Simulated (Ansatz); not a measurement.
**Monolayer HfS2: images, spectra and barriers**

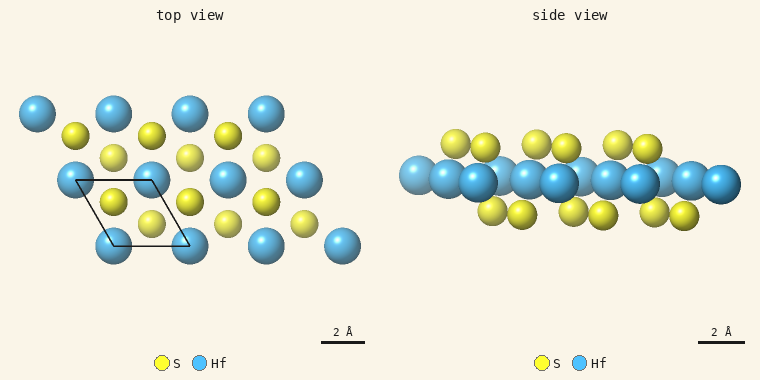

The relaxed structure from above and from the side.

The calculation used DFT PBE+D3(BJ), scalar-relativistic, plane waves, PAW in Ansatz 0.2.0. Cutoff 420 eV, 33 × 33 k-points, Gaussian smearing 0.05 eV, dipole correction. No spin polarisation. Spin–orbit coupling is left out; with Hf it can shift levels and gaps. The run couldn't confirm all of its levels under its output density.

Images follow the Tersoff–Hamann model: the current is the local density of the sample's states between the Fermi level and the bias, at the tip's centre. Zero bias is put in the middle of the gap by convention. Bias windows are sharp sums over the levels of the k mesh.

```cif
data_structure
_symmetry_space_group_name_H-M 'P 1'
_symmetry_Int_Tables_number 1
_cell_length_a 3.6203
_cell_length_b 3.6203
_cell_length_c 20.9100
_cell_angle_alpha 90.000
_cell_angle_beta 90.000
_cell_angle_gamma 120.000
_cell_volume 237.35
loop_
_atom_site_label
_atom_site_type_symbol
_atom_site_fract_x
_atom_site_fract_y
_atom_site_fract_z
_atom_site_occupancy
S1 S 0.66667 0.33333 0.43042 1
Hf1 Hf 0.00000 0.00000 0.50000 1
S2 S 0.33333 0.66667 0.56958 1
```

## 1. One image

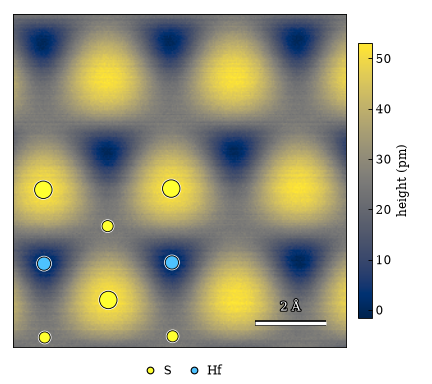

Constant-current image at a set point of 5.8 × 10⁻⁶ e/Å³ of this surface, sample bias +1.20 V. The atoms seen from above are drawn over one corner (deeper ones smaller). Noise was added to mimic a scan.

What lies under the maxima and minima of this image?

Answer. The brightest spots lie over the top S atoms; the darkest points are over the Hf atoms 1.5 Å below the top plane. The corrugation is 51 pm at a mean tip height of 3.5 Å.

## 2. Approach curves

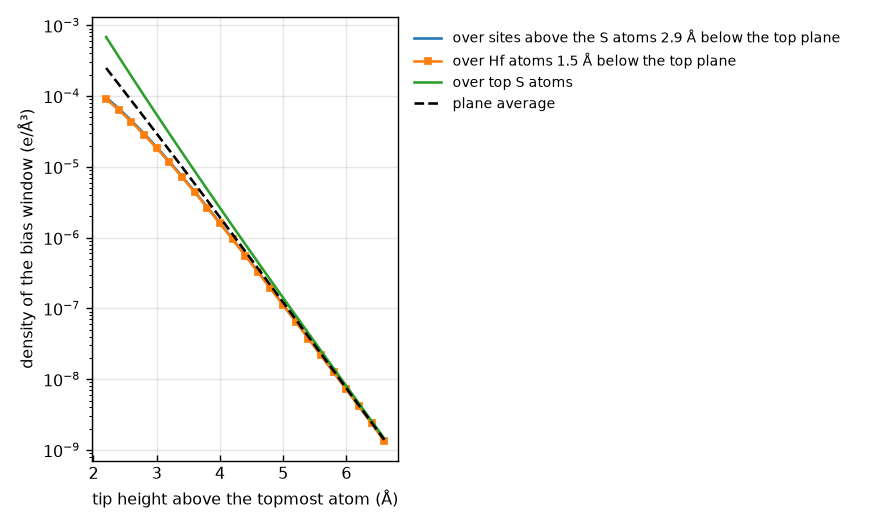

Approach curves over this surface at a sample bias of −1.20 V.

How fast does the current decay, and what apparent barrier height does that imply?

Answer. Near 4 Å the plane average falls as exp(−2.75 z/Å), a factor of 16 per ångström, which gives an apparent barrier of 7.2 eV (0.952 eV Å² times the slope squared). The vacuum level lies 5.73 eV above zero bias. The highest filled states lie 6.34 eV under it. The apparent barrier is above 6.34 eV. At 4 Å the 0.24 eV of states nearest the highest filled state carry under 1 % of the density. The value exceeds even the 6.93 eV between the vacuum level and the deepest states of the window, so their depth alone doesn't explain it. States away from the zone centre decay faster, since their momentum along the surface adds to the barrier, and that may account for the rest.

## 3. States by depth

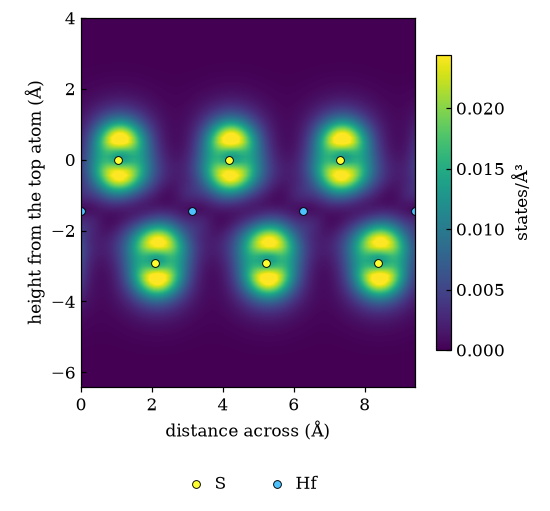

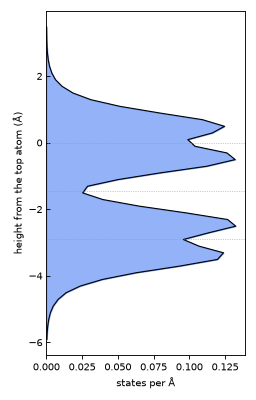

Density of all states between −1.20 and −0.85 eV (zero: the middle of the gap) of this surface: side view, averaged along the second cell vector, and the full density summed over planes, the part near the nuclei included (dotted lines mark the atomic planes).

The first picture shows the smooth PAW orbitals' density alone; the shares below count all of it.

Where in the slab do these states sit?

Answer. The window holds 0.52 states per cell. Shares by plane (space cut midway between planes), top to bottom: S 40 %, Hf 19 %, S 40 %; the outer planes' shares include the vacuum, and density in a gap between layers is shared out between the planes on either side.
